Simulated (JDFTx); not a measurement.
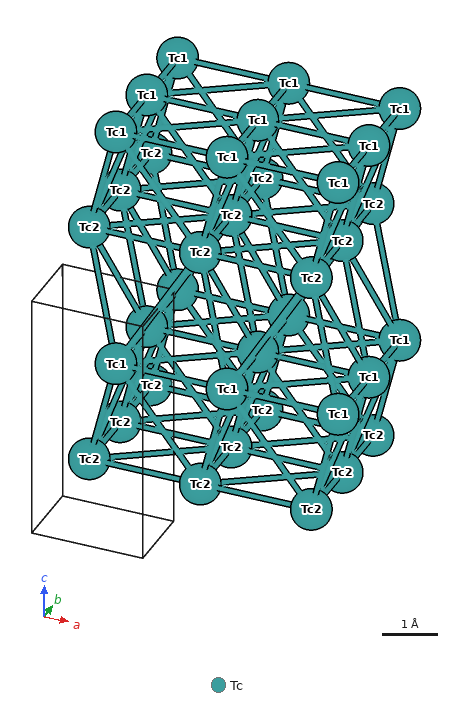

Figure 1. The structure as given in the input (ball-and-stick view of the cell of the calculation, repeated 3 × 3 × 2, seen slightly off an axis; atoms are numbered from 1 in the order of the input). An atom can appear more than once, as a periodic image.

# Band-structure run, with input and output: Tc

Tc (P6₃/mmc, 2 atoms in the cell), computed with Kohn-Sham DFT of a periodic cell, PBE, spin-orbit coupling, PseudoDojo-FR-PBE-0.4-standard, no spin polarisation (JDFTx 1.7.0 (patched build)).

The structure derives from an entry of the Crystallography Open Database.

What the program printed:
```
*************** JDFTx 1.7.0 (patched build) ***************

Input parsed successfully to the following command list (including defaults):
[... the input with its defaults ...]

---------- Initializing the Grid ----------
R =
[      5.17785     -2.58892            0  ]
[            0      4.48415            0  ]
[            0            0      8.31102  ]
unit cell volume = 192.967
G =
[    1.21347   0.700599         -0  ]
[          0     1.4012          0  ]
[          0         -0   0.756007  ]
Minimum fftbox size, Smin = [  44  44  72  ]
Chosen fftbox size, S = [  48  48  72  ]

---------- Initializing tighter grid for wavefunction operations ----------
R =
[      5.17785     -2.58892            0  ]
[            0      4.48415            0  ]
[            0            0      8.31102  ]
unit cell volume = 192.967
G =
[    1.21347   0.700599         -0  ]
[          0     1.4012          0  ]
[          0         -0   0.756007  ]
Minimum fftbox size, Smin = [  32  32  52  ]
Chosen fftbox size, S = [  32  32  54  ]

---------- Exchange Correlation functional ----------
Initalized PBE GGA exchange.
Initalized PBE GGA correlation.

---------- Setting up pseudopotentials ----------
Width of ionic core gaussian charges (only for fluid interactions / plotting) set to 0

Reading pseudopotential file 'pseudo/Tc.upf':
  'Tc' pseudopotential, 'PBE' functional
  Generated using ONCVPSP code by D. R. Hamann
  15 valence electrons, 6 orbitals, 10 projectors, 1001 radial grid points, with lMax = 2
    4S    l: 0   occupation:  2.0   eigenvalue: -2.695258
    4P    l: 1   occupation:  4.0   eigenvalue: -1.631452
    4P    l: 1   occupation:  2.0   eigenvalue: -1.739763
    4D    l: 2   occupation:  3.0   eigenvalue: -0.240653
    4D    l: 2   occupation:  2.0   eigenvalue: -0.251158
    5S    l: 0   occupation:  2.0   eigenvalue: -0.185322
  Core radius for overlap checks: 1.32 bohrs.

Initialized 1 species with 2 total atoms.

Folded 50 k-points by 1x1x1 to 50 k-points.

---------- Setting up k-points, bands, fillings ----------
No reducable k-points.
Computing the number of bands and number of electrons
Calculating initial fillings.
nElectrons:  30.000000   nBands: 44   nStates: 50

----- Setting up reduced wavefunction bases (one per k-point) -----
average nbasis = 2509.340 , ideal nbasis = 2508.716

---------- Setting up ewald sum ----------
Optimum gaussian width for ewald sums = 2.053838 bohr.
Real space sum over 1521 unit cells with max indices [  6  6  4  ]
Reciprocal space sum over 2057 terms with max indices [  5  5  8  ]

---------- Allocating electronic variables ----------
Reading n from file 'run.n' ... done
Initializing wave functions:  linear combination of atomic orbitals
Note: number of bands (44) exceeds available atomic orbitals (40)

----------- Band structure minimization -------------
Minimization will be done independently for each quantum number.

---- Minimization of quantum number:     0  [ +0.0000000 +0.0000000 +0.0000000 ]  0.020000000 ----
BandDavidson: Iter:   0  Eband: +0.263886093867532
BandDavidson: Iter:   1  Eband: +0.222978750894615  dEband: -4.090734e-02
BandDavidson: Iter:   2  Eband: +0.216428356658289  dEband: -6.550394e-03
BandDavidson: Iter:   3  Eband: +0.215927399282463  dEband: -5.009574e-04
[... 569 lines of inner loops ...]
BandDavidson: Iter:   6  Eband: +0.236930254441040  dEband: -2.637764e-06
BandDavidson: Iter:   7  Eband: +0.236929573382850  dEband: -6.810582e-07
BandDavidson: Converged (dEband<1.000000e-06)
	FillingsUpdate:  mu: +0.827013012  nElectrons: 30.000000
WARNING: these k-points are no uniform mesh, so that mu and the fillings of partly filled bands are only those of these points: take mu from the calculation that made the density or potential.

Dumping 'bands.eigStats' ...
	eMin: -1.622756 at state 17 ( [ +0.000000 +0.000000 +0.000000 ] spin 0 )
	HOMO: +0.826750 at state 2 ( [ +0.166667 +0.000000 +0.000000 ] spin 0 )
	mu  : +0.827013
	LUMO: +0.827494 at state 47 ( [ +0.333333 +0.333333 +0.166667 ] spin 0 )
	eMax: +1.421882 at state 14 ( [ +0.125000 +0.125000 +0.000000 ] spin 0 )
	HOMO-LUMO gap: +0.000744
	Optical gap  : +0.004532 at state 0 ( [ +0.000000 +0.000000 +0.000000 ] spin 0 )
Done!
```

This output came from the following input.

The input:
```
include Tc.lattice
coords-type Lattice
include Tc.ionpos

ion-species pseudo/Tc.upf
elec-cutoff 42 336
elec-ex-corr gga-PBE
elec-smearing Fermi 0.0018374661
elec-n-bands 44
spintype spin-orbit
electronic-minimize nIterations 30 energyDiffThreshold 1e-06
davidson-band-ratio 1.3
forces-output-coords Cartesian
include path.kpoints
symmetries none
fix-electron-density run.$VAR

dump-name bands.$VAR
dump End Ecomponents EigStats BandEigs Kpoints Forces
```

File Tc.lattice:
```
lattice \
    5.1778495815    -2.5889247907     0.0000000000 \
    0.0000000000     4.4841492746     0.0000000000 \
    0.0000000000     0.0000000000     8.3110154961
```

File Tc.ionpos:
```
ion Tc     0.6666666667     0.3333333333     0.7500000000 1
ion Tc     0.3333333333     0.6666666667     0.2500000000 1
```

File path.kpoints:
```
kpoint +0.0000000000 +0.0000000000 +0.0000000000 0.020000000000
kpoint +0.0833333333 +0.0000000000 +0.0000000000 0.020000000000
kpoint +0.1666666667 +0.0000000000 +0.0000000000 0.020000000000
kpoint +0.2500000000 +0.0000000000 +0.0000000000 0.020000000000
kpoint +0.3333333333 +0.0000000000 +0.0000000000 0.020000000000
kpoint +0.4166666667 +0.0000000000 +0.0000000000 0.020000000000
kpoint +0.5000000000 +0.0000000000 +0.0000000000 0.020000000000
kpoint +0.4444444444 +0.1111111111 +0.0000000000 0.020000000000
kpoint +0.3888888889 +0.2222222222 +0.0000000000 0.020000000000
kpoint +0.3333333333 +0.3333333333 +0.0000000000 0.020000000000
kpoint +0.2916666667 +0.2916666667 +0.0000000000 0.020000000000
kpoint +0.2500000000 +0.2500000000 +0.0000000000 0.020000000000
kpoint +0.2083333333 +0.2083333333 +0.0000000000 0.020000000000
kpoint +0.1666666667 +0.1666666667 +0.0000000000 0.020000000000
kpoint +0.1250000000 +0.1250000000 +0.0000000000 0.020000000000
kpoint +0.0833333333 +0.0833333333 +0.0000000000 0.020000000000
kpoint +0.0416666667 +0.0416666667 +0.0000000000 0.020000000000
kpoint +0.0000000000 +0.0000000000 +0.0000000000 0.020000000000
kpoint +0.0000000000 +0.0000000000 +0.1666666667 0.020000000000
kpoint +0.0000000000 +0.0000000000 +0.3333333333 0.020000000000
kpoint +0.0000000000 +0.0000000000 +0.5000000000 0.020000000000
kpoint +0.0714285714 +0.0000000000 +0.5000000000 0.020000000000
kpoint +0.1428571429 +0.0000000000 +0.5000000000 0.020000000000
kpoint +0.2142857143 +0.0000000000 +0.5000000000 0.020000000000
kpoint +0.2857142857 +0.0000000000 +0.5000000000 0.020000000000
kpoint +0.3571428571 +0.0000000000 +0.5000000000 0.020000000000
kpoint +0.4285714286 +0.0000000000 +0.5000000000 0.020000000000
kpoint +0.5000000000 +0.0000000000 +0.5000000000 0.020000000000
kpoint +0.4583333333 +0.0833333333 +0.5000000000 0.020000000000
kpoint +0.4166666667 +0.1666666667 +0.5000000000 0.020000000000
kpoint +0.3750000000 +0.2500000000 +0.5000000000 0.020000000000
kpoint +0.3333333333 +0.3333333333 +0.5000000000 0.020000000000
kpoint +0.2962962963 +0.2962962963 +0.5000000000 0.020000000000
kpoint +0.2592592593 +0.2592592593 +0.5000000000 0.020000000000
kpoint +0.2222222222 +0.2222222222 +0.5000000000 0.020000000000
kpoint +0.1851851852 +0.1851851852 +0.5000000000 0.020000000000
kpoint +0.1481481481 +0.1481481481 +0.5000000000 0.020000000000
kpoint +0.1111111111 +0.1111111111 +0.5000000000 0.020000000000
kpoint +0.0740740741 +0.0740740741 +0.5000000000 0.020000000000
kpoint +0.0370370370 +0.0370370370 +0.5000000000 0.020000000000
kpoint +0.0000000000 +0.0000000000 +0.5000000000 0.020000000000
kpoint +0.5000000000 +0.0000000000 +0.5000000000 0.020000000000
kpoint +0.5000000000 +0.0000000000 +0.3750000000 0.020000000000
kpoint +0.5000000000 +0.0000000000 +0.2500000000 0.020000000000
kpoint +0.5000000000 +0.0000000000 +0.1250000000 0.020000000000
kpoint +0.5000000000 +0.0000000000 +0.0000000000 0.020000000000
kpoint +0.3333333333 +0.3333333333 +0.0000000000 0.020000000000
kpoint +0.3333333333 +0.3333333333 +0.1666666667 0.020000000000
kpoint +0.3333333333 +0.3333333333 +0.3333333333 0.020000000000
kpoint +0.3333333333 +0.3333333333 +0.5000000000 0.020000000000
```

Command:
```bash
jdftx -c 1 -i bands.in -o bands.out
```

Summary:

- outcome: converged
- space group (tolerance 0.01 Å): P6₃/mmc (194)
- electrons treated: 30
- gap on the band path: 0.00 eV
- hardware: 1 thread of AMD EPYC (Zen 5), 32 GiB of memory available, shared host
- wall time: 31 s
- peak memory: 0.26 GiB
